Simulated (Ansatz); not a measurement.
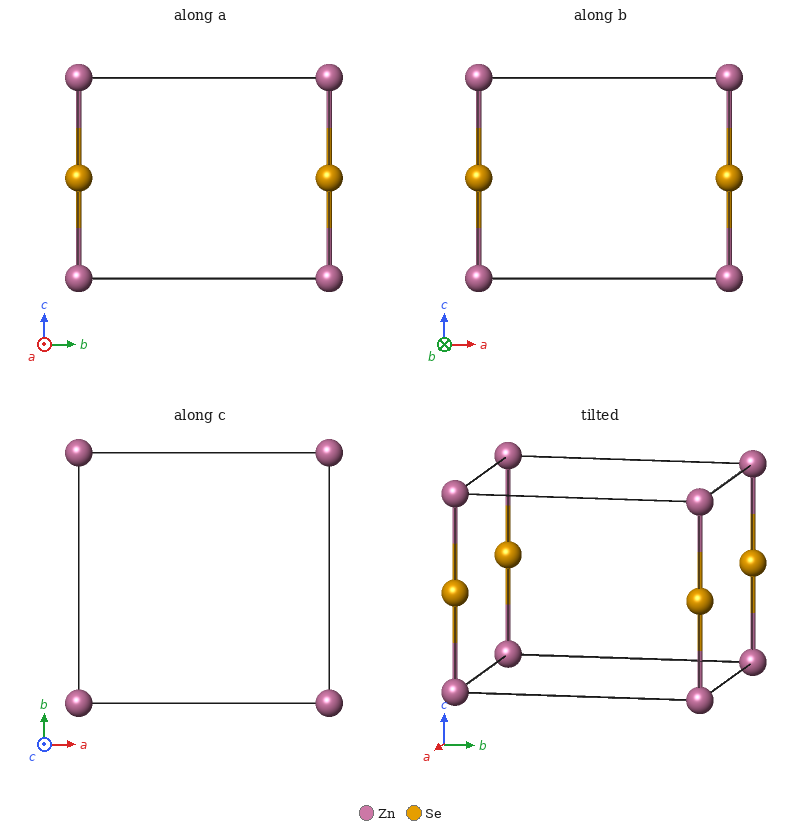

The crystal in a ball-and-stick representation, seen along the a axis, along the b axis, along the c axis and slightly off an axis. Atoms at the boundary of the conventional unit cell (the box) are drawn once for each face, edge or corner they touch.

Lattice parameters: a = 5.496 Å, b = 5.496 Å, c = 4.407 Å, α = 90.00°, β = 90.00°, γ = 90.00°.

Set out the cell and atoms as a table of Wyckoff sites.

Answer. Space group P4/mmm (No. 123).
```
atom  site       x       y       z
  Zn    1a  0.0000  0.0000  0.0000
  Se    1b  0.0000  0.0000  0.5000
```

It goes back to a random cell made by a generator, so it need not be a real form of the compound. Atoms and cell were optimised with Ansatz 0.2.0, DFT PBE, scalar-relativistic, plane waves, PAW.
